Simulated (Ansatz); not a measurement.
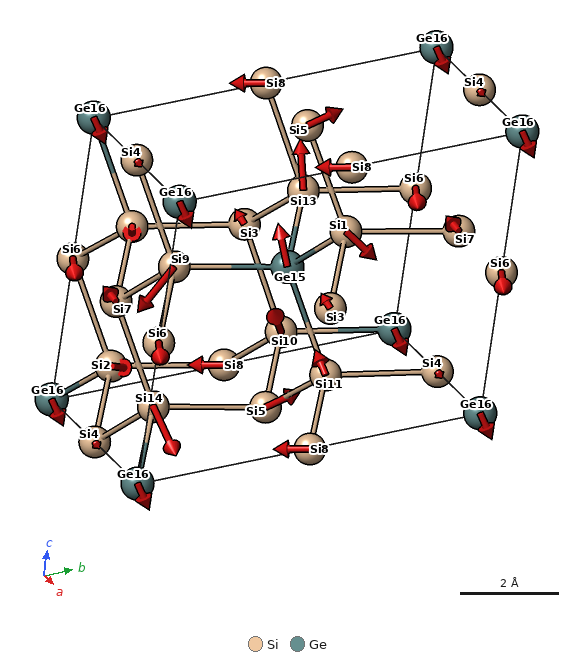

This is a relaxation of solid Si$_{7}$Ge (set up in P1). The starting structure is drawn; red arrows show the displacements (the part carried along by the change of the cell is left out), 50 times their true length.

The picture is a ball-and-stick view of the reduced cell, seen slightly off an axis. Lengths and directions refer to the drawn axes.

Case: cell sheared at random, sigma 0.01, atoms nudged by 0.01 Å; relaxed back.

These are results of Ansatz, DFT PBEsol, scalar-relativistic, plane waves, PAW, not measurements.

The input:
```yaml
crystal:
  lattice:
    - [-5.3427094894, 0.0686721326, -5.435616437]
    - [0.0303815683, -5.3551500611, -5.3973258727]
    - [-5.4495039273, -5.5002350632, 0.1754665704]
  atoms:
    - { symbol: Si, position: [0.3758490046, 0.3739919963, 0.3710624162] }
    - { symbol: Si, position: [0.8755870654, 0.8718198671, 0.8723733963] }
    - { symbol: Si, position: [0.4994869122, -0.0007515766, 0.5010944178] }
    - { symbol: Si, position: [0.0002463058, 0.5004834993, -0.0004686659] }
    - { symbol: Si, position: [0.5025797793, 0.4983157074, -1.57272e-05] }
    - { symbol: Si, position: [0.9994012776, 1.0032232105, 0.4996137179] }
    - { symbol: Si, position: [-0.0005091835, 0.4985396149, 0.5008294664] }
    - { symbol: Si, position: [0.4977208182, -4.1869e-06, 0.0006539717] }
    - { symbol: Si, position: [0.8766099156, 0.3752028627, 0.3713769635] }
    - { symbol: Si, position: [0.3776575788, 0.8751955188, 0.8760616888] }
    - { symbol: Si, position: [0.3732123023, 0.3721177962, 0.8805652094] }
    - { symbol: Si, position: [0.8742292258, 0.8723375584, 0.3775503854] }
    - { symbol: Si, position: [0.3736749532, 0.8765077352, 0.3768442925] }
    - { symbol: Si, position: [0.8740839079, 0.3840342701, 0.8714932024] }
    - { symbol: Ge, position: [0.4993367621, 0.4984541854, 0.5030273158] }
    - { symbol: Ge, position: [1.0008333746, 1.0005319413, 0.9979379491] }
basis:
  ecutwfc: 420
kpoints:
  mp_grid: { grid: [6, 6, 6] }
hamiltonian:
  xc: pbesol
scf:
  occupations: { method: gaussian, width: 0.03 }
output:
  forces: true
  stress: true
  eigenvalues: true
  write_density: true
  write_potential: true
  elf: true
  volumetric_format: npy
relax:
  adjacent_minimum: "off"
  f_tol: 0.01
  max_steps: 80
  cell: { stress_tol: 0.1 }
```

Run as
```bash
ansatz run input.yaml --threads 2 --pin off --max-ram 5120MiB --backend cpu --events-out ev --progress --plain --runs-dir out
```

### Atoms of which element are displaced furthest, and by how much?

Silicon: up to 0.035 Å, against 0.019 Å for germanium.

### What did the optimiser do to the structure, and how much energy did it gain?

After 3 accepted moves (4 points after the start) the energy has fallen by 16.8 meV per atom. Largest force component: 0.77 eV/Å at the start, 0.0014 eV/Å at the end. Pressure: 0.26 GPa at the start and 0.00 GPa at the end. At 1 point the geometry stayed and the basis and grid were re-selected for the new cell (energy shift of less than 0.05 meV per atom at most each time). The largest move relative to the cell is that of Si14, 0.035 Å along [3 0 −1]. By element the largest moves are Si 0.035 Å, Ge 0.019 Å. The drawn cell changes as follows: a 7.603 → 7.720 Å (+1.5 %), b 7.622 → 7.720 Å (+1.3 %), c 7.745 → 7.720 Å (−0.3 %), α 61.9° → 60.0°, β 61.2° → 60.0°, γ 60.2° → 60.0°; the volume changes by +0.1 %. Near-neighbour distances that change, for instance: Si3–Si10 2.425 → 2.356 Å, Si12–Ge16 2.456 → 2.389 Å, Si8–Si10 2.290 → 2.356 Å, Si4–Si14 2.298 → 2.356 Å. Bond angles that change, for instance: Si4–Si9–Ge15 112.1° → 108.9°, Si9–Ge15–Si11 112.2° → 109.5°, Si5–Si14–Ge16 106.7° → 108.9°. The space group (tolerance 0.01 Å) goes from P1 (No. 1) to P-43m (No. 215).
